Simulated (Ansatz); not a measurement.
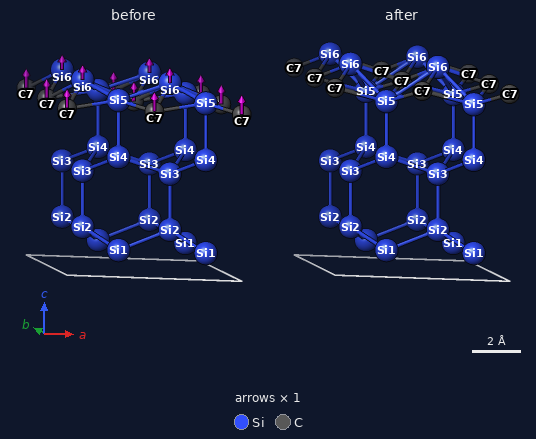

The structure of a slab of composition Si₆C (cut from the P6_3/mmc phase) before (left) and after (right) a constrained relaxation, at one scale. The purple arrows give the displacements, at their true length.

A ball-and-stick model of the 2 × 2 repeat of the cell, outlined in the plane, without the vacuum, seen slightly off an axis.

Case: C put at a hollow Si-Si site. The slab is the (0 0 1) face of Si with C on it. 3 atoms are held fixed.

Computed with DFT PBEsol, scalar-relativistic, plane waves, PAW (Ansatz 0.2.0). Set-up: plane-wave cutoff 420 eV; k-point mesh 9 × 9 × 1; occupations gaussian; smearing width 0.05 eV; collinear spin; dipole correction; atoms relaxed in a fixed cell; force threshold 0.03 eV/Å; at most 70 steps.

> Describe what moved and what it gained.

The largest move is that of C7, 0.87 Å along the normal (+c). Largest moves by element: C 0.87 Å, Si 0.68 Å. The lattice vectors keep their values. Near-neighbour distances that change, for instance: Si5–Si6 2.308 → 2.610 Å, Si6–C7 2.408 → 2.340 Å, Si5–C7 2.227 → 2.293 Å, Si4–Si5 2.393 → 2.342 Å. Bond angles that change, for instance: Si5–Si6–Si5 111.9° → 94.2°, Si5–C7–Si5 118.3° → 113.0°. The energy falls by 0.793 eV per cell of the calculation in 8 geometry steps. Largest force component: 1 eV/Å at the start, 0.00086 eV/Å at the end. The program noted that the starting moments weren't kept.

Limits of the set-up: the periodic images lie only 3.8 Å apart, so the values are limited by the cell's size.
